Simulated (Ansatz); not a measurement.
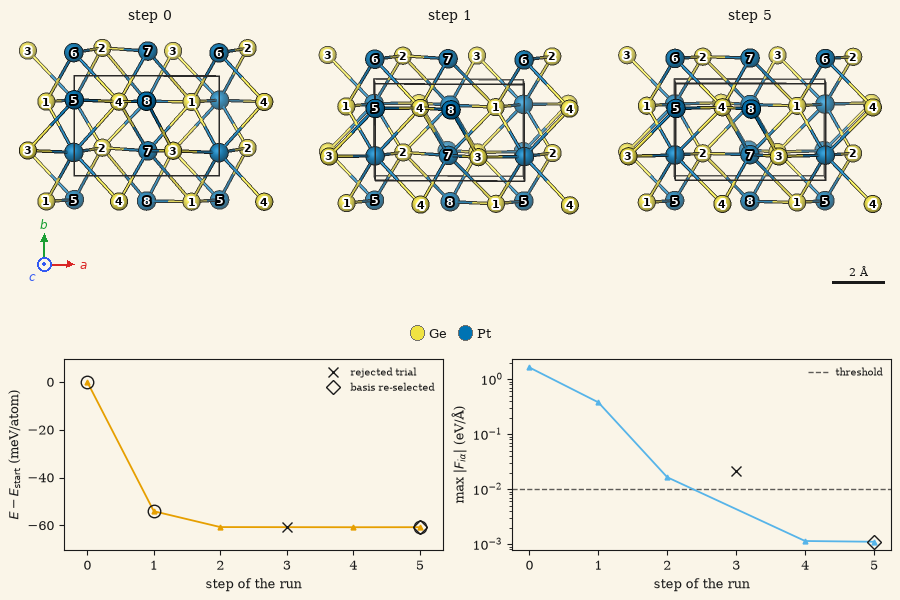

Frames of a relaxation of crystalline GePt (set up in P1), marked on the history of the run. A ball-and-stick model of the cell of the calculation, seen along the c axis.

Case: all atoms moved at random, sigma 0.05 Å for each component, cell strained at random, sigma 0.03; relaxed back.

Theory: DFT PBE, scalar-relativistic, plane waves, PAW in Ansatz. Settings: plane-wave cutoff 420 eV; k-point mesh 6 × 10 × 6; occupations gaussian; smearing width 0.15 eV; no spin polarisation; cell and atoms relaxed; force threshold 0.01 eV/Å; at most 80 steps.

Describe the path.

Ge2 moves most relative to the cell: 0.13 Å roughly along [−1 −3 −1]. Largest moves by element: Ge 0.13 Å, Pt 0.11 Å. The drawn cell changes as follows: a 5.629 → 5.828 Å (+3.5 %), b 3.875 → 3.746 Å (−3.3 %), c 6.222 → 6.187 Å (−0.6 %), α 86.8° → 90.0°, β 91.0° → 90.0°, γ 90.2° → 90.0°; the volume changes by −0.3 %. Near-neighbour distances that change, for instance: Ge2–Pt5 2.747 → 2.552 Å, Ge1–Pt8 2.331 → 2.512 Å, Ge2–Pt8 2.538 → 2.702 Å, Ge4–Pt8 2.833 → 2.678 Å. Among the angles between lasting bonds that change: Pt6–Ge4–Pt8 113.0° → 119.9°, Ge1–Pt7–Ge3 93.5° → 86.6°, Ge3–Pt8–Ge4 65.7° → 71.8°. The space group (tolerance 0.01 Å) goes from P1 (No. 1) to Pnma (No. 62). Over 3 accepted moves (5 points after the start) the energy falls by 60.8 meV per atom. Largest force component: 1.6 eV/Å at the start, 0.0011 eV/Å at the end. The pressure goes from 1.73 to −0.01 GPa. The line search rejected the trial step at point 3 of the run. The SCF was repeated once at an unchanged geometry on a basis and grid sized afresh for the cell, which shifted the energy by less than 0.05 meV per atom at most. From step 0 to 1: Ge4 moves most (0.11 Å), volume +0.1 %, energy −54.1 meV per atom. From step 1 to 5: Ge atoms move most (0.06 Å), volume −0.4 %, energy −6.7 meV per atom.

| step | E − E(0), meV/atom | largest force component, eV/Å | pressure, GPa | volume, Å³/atom | note |
| --- | --- | --- | --- | --- | --- |
| 0 | 0.00 | 1.6272 | 1.73 | 16.934 |  |
| 1 | -54.10 | 0.3779 | 0.22 | 16.955 |  |
| 2 | -60.73 | 0.0164 | -0.10 | 16.896 |  |
| 3 | -60.67 | 0.0212 | 0.50 | 16.825 | rejected |
| 4 | -60.80 | 0.0011 | -0.01 | 16.883 |  |
| 5 | -60.78 | 0.0011 | -0.01 | 16.883 | same geometry, new basis |
